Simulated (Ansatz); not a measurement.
```
Al O
1.0
     4.61378    0.00000    0.00000
     0.00000    9.56328    0.00000
     0.00000    0.00000    3.11986
Al O
4 6
Direct
  0.98298 0.82457 0.00000
  0.01702 0.17543 0.00000
  0.48298 0.67543 0.50000
  0.51702 0.32457 0.50000
  0.50000 0.50000 0.50000
  0.12364 0.75305 0.50000
  0.37636 0.25305 0.00000
  0.62364 0.74695 0.00000
  0.00000 0.00000 0.00000
  0.87636 0.24695 0.50000
```

Space group Pnnm; a structure from a database of computed crystals, not necessarily the ambient phase; computed pressure about −4 GPa in this cell.

Computed with Kohn-Sham DFT of a periodic cell, r2SCAN, Ansatz PAW (Ansatz 0.2.0).

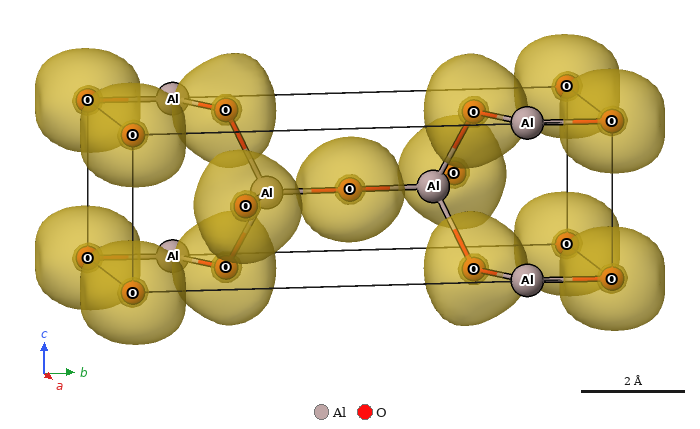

Al$_{2}$O$_{3}$. Isosurface of the ELF at 0.6 (yellow), seen slightly off an axis. Core shells and regions of very low density are left out. Sticks mark near contacts.

> Where are the electrons localised?

At this value the surface marks out six regions on O in which the atom's valence shell and bonds are merged, counted in one cell of 10 atoms. Any copies at cell faces, edges or corners count once. Along the contacts the grid gives the following. Al–O (1.68 Å): the ELF peaks at about 0.85 in the valence shell of O, 0.7 Å from its nucleus, and is about 0.80 at the midpoint. Al–O (1.82 Å): the ELF peaks at about 0.85 in the valence shell of O, 0.7 Å from its nucleus, and is about 0.85 at the midpoint.

> Does the calculation give a band gap?

It is gapped, with a Kohn–Sham gap of 4.1 eV on the k-point mesh, an upper bound to the gap of this method.
